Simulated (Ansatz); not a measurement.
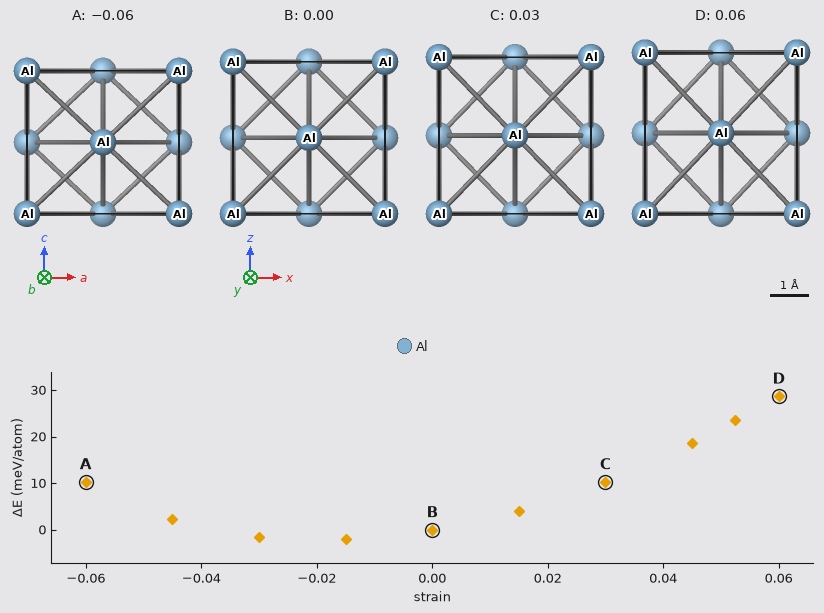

Energy scan for a crystal of Al (Fm-3m), in which the cell is strained along z alone, with the atoms kept at their fractional coordinates. x, y and z are the Cartesian axes of the input. The lettered frames are marked on the plot. Style: ball-and-stick. Shown: the conventional cell (4 times the calculation's cell), along the b axis. Lengths and directions refer to the drawn axes.

Theory: Ansatz 0.2.0, DFT PBEsol, scalar-relativistic, plane waves, PAW. Settings: plane-wave cutoff 420 eV; k-point mesh 20 × 20 × 20; occupations gaussian; smearing width 0.15 eV; no spin polarisation. Energies (free energies at the smearing named) are counted from the cell as listed in its source, which wasn't relaxed.

Question: What does the scan show?

Answer: The lowest computed point lies at the strain −0.015 (−2.0 meV/atom). At the ends of the scan the energy is 10.3 meV/atom (−0.06) and 28.7 meV/atom (0.06). The unrelaxed reference is under a pressure of −1.9 GPa, which tilts the curve. The distortion takes the space group from Fm-3m to I4/mmm. At the strain −0.06 the cell of the drawing goes c 4.048 → 3.805 Å.
